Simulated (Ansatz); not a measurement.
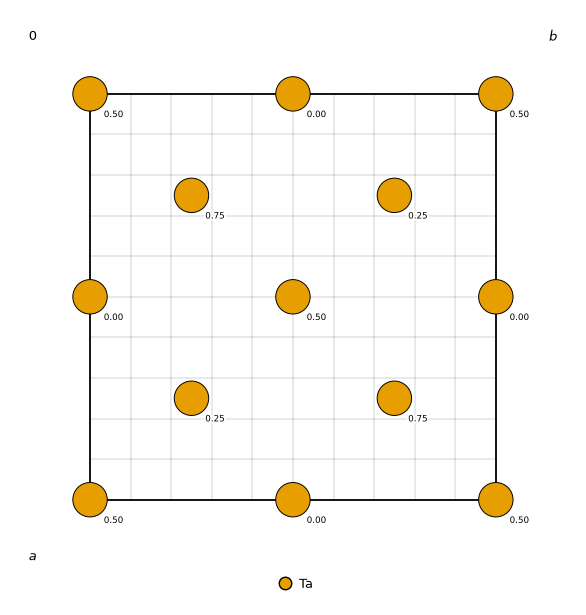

Plan of a unit cell projected along c (a down the page, b across); the numbers are heights as fractions of c, and atoms on the cell's edges are repeated. The grid marks tenths of a and b. Source: the input geometry of an electronic-structure calculation (not necessarily at equilibrium); the starting structure was generated, so it need not be a known form of this composition. Geometry calculated from the standardised cell; symmetry tolerance 0.002 Å.

a = 6.005 Å, b = 6.005 Å, c = 6.005 Å, α = 90.00°, β = 90.00°, γ = 90.00°.

**What does the cell contain?**

8 Ta: Ta, Z = 8.

**Which space group?**

Fd-3m (No. 227, origin choice 1), face-centred cubic.

**Give the independent sites, coordinates to two places.**

| atom | site | symmetry | x | y | z |
| --- | --- | --- | --- | --- | --- |
| Ta | 8b | -43m | 0.75 | 0.75 | 0.75 |
